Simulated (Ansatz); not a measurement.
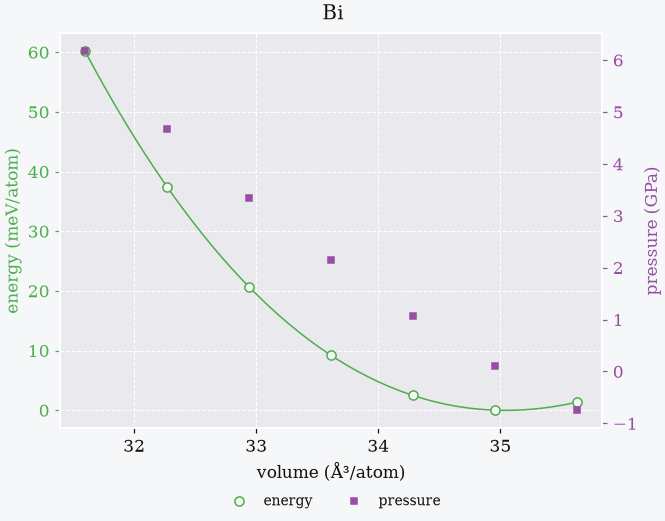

The figure shows the energy and pressure against volume for Bi, space group P2/m (No. 10).

Cell as given: a = 3.238 Å, b = 3.222 Å, c = 6.444 Å, α = 90.00°, β = 90.72°, γ = 90.00°; 2 atoms.

Calculation (Ansatz 0.2.0): plane-wave DFT, no spin polarisation; energies at scaled volumes of the given cell, shape and fractions fixed, counted from the fit's minimum, third-order Birch-Murnaghan fit. Level: PBE.

k mesh 8×8×4; occupations Fermi–Dirac; smearing width 0.05 eV; potentials Ansatz PAW; wave cutoff 420 eV; density cutoff 1680 eV.

The numbers behind the figure:

| volume (Å³/atom) | energy (meV/atom) | pressure (GPa) |
| --- | --- | --- |
| 31.60 | 60.13 | 6.17 |
| 32.27 | 37.42 | 4.68 |
| 32.94 | 20.65 | 3.34 |
| 33.61 | 9.18 | 2.14 |
| 34.29 | 2.48 | 1.07 |
| 34.96 | 0.03 | 0.11 |
| 35.63 | 1.40 | −0.75 |

Note: spin-orbit coupling left out, heavy elements; shape and atomic fractions are frozen while scaling, which makes layered, chain and framework solids too stiff.
